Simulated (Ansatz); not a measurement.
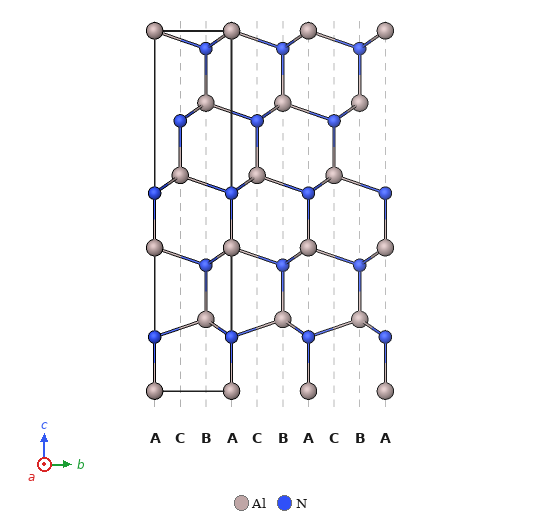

Projection along an edge of the hexagonal mesh, stacking direction c upwards. The dashed lines mark the three columns A (0, 0), B (1/3, 2/3) and C (2/3, 1/3). The sequence starts with the first layer at or above the cell's origin.

The compound is AlN, taken as coordinates from a relaxation with Ansatz, DFT PBE, scalar-relativistic, plane waves, PAW; the starting structure was generated, so it need not be a known form of this composition.

Q: Read off the stacking sequence over one period.

A: Al(A) – N(A) – Al(B) – N(B) – Al(A) – N(A) – Al(C) – N(C) – Al(B) – N(B) (ten layers in 12.66 Å).

Q: How are the N layers alone stacked?

A: N layers alone: ABACB, a mixed type, (ccchh) in Jagodzinski's notation.

Q: Which positions between or in the N layers do the other atoms fill?

A: Al: five tetrahedral sites, counted in one hexagonal cell.

Q: What short polytype symbol fits?

A: Polytype symbol 5H, the symbol of a tetrahedral polytype (number of double layers in the repeat and lattice).

Heights of the layers:

| layer | atoms (column) | height (Å) | to next (Å) |
| --- | --- | --- | --- |
| 1 | Al(A) | 0.01 | 1.90 |
| 2 | N(A) | 1.91 | 0.62 |
| 3 | Al(B) | 2.53 | 1.90 |
| 4 | N(B) | 4.43 | 0.62 |
| 5 | Al(A) | 5.04 | 1.91 |
| 6 | N(A) | 6.96 | 0.63 |
| 7 | Al(C) | 7.58 | 1.91 |
| 8 | N(C) | 9.50 | 0.63 |
| 9 | Al(B) | 10.12 | 1.91 |
| 10 | N(B) | 12.04 | 0.63 |
